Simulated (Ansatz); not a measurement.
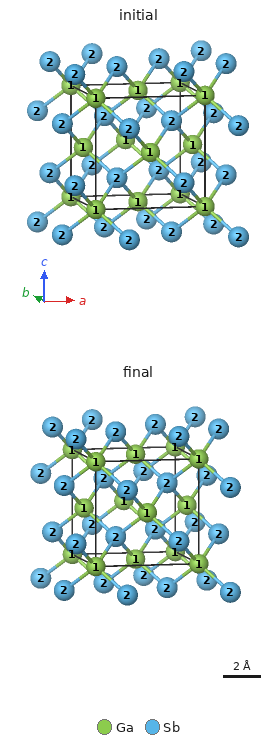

The structure of a crystal of GaSb (set up in F-43m) before (top) and after (bottom) a relaxation, at one scale.

The picture is a ball-and-stick view of the conventional cell (4 times the calculation's cell), seen slightly off an axis. Lengths and directions refer to the drawn axes.

Case: relaxed at 12 GPa.

The calculation used Ansatz, DFT PBE, scalar-relativistic, plane waves, PAW.

The input:
```yaml
crystal:
  lattice:
    - [0.0, 3.1078060456, 3.1078060456]
    - [3.1078060456, 0.0, 3.1078060456]
    - [3.1078060456, 3.1078060456, 0.0]
  atoms:
    - { symbol: Ga, position: [0.0, 0.0, 0.0] }
    - { symbol: Sb, position: [0.75, 0.75, 0.75] }
basis:
  ecutwfc: 420
kpoints:
  mp_grid: { grid: [12, 12, 12] }
hamiltonian:
  xc: pbe
scf:
  occupations: { method: fermi_dirac, width: 0.15 }
output:
  forces: true
  stress: true
  eigenvalues: true
relax:
  adjacent_minimum: "off"
  f_tol: 0.001
  max_steps: 60
  cell: { stress_tol: 0.02, p_target: 12.0 }
```

Run as
```bash
ansatz run input.yaml --threads 1 --pin off --max-ram 3072MiB --backend cpu --events-out ev --progress --plain --runs-dir out
```

> What changed between the two?

No atom moves by more than 0.005 Å relative to the cell. The volume changes by −16.2 %, with a = b = c 6.216 → 5.859 Å (−5.7 %). Among the contacts that change: Ga1–Sb2 2.691 → 2.537 Å. The space group stays F-43m (No. 216). The energy rises by 154 meV per atom in 4 accepted moves (5 points after the start). With the target pressure of 12 GPa, the enthalpy E + pV changes by −211 meV per atom. All forces vanish by symmetry, so only the cell relaxes. The pressure goes from 0.00 to 11.99 GPa. The SCF was repeated once at an unchanged geometry on a basis and grid sized afresh for the cell, which shifted the energy by 1.1 meV per atom at most. The run took 2.4 min on 1 thread of Intel(R) Xeon(R) Processor @ 2.50GHz (Skylake/Cascade Lake), on a shared host, peak memory 0.43 GiB.
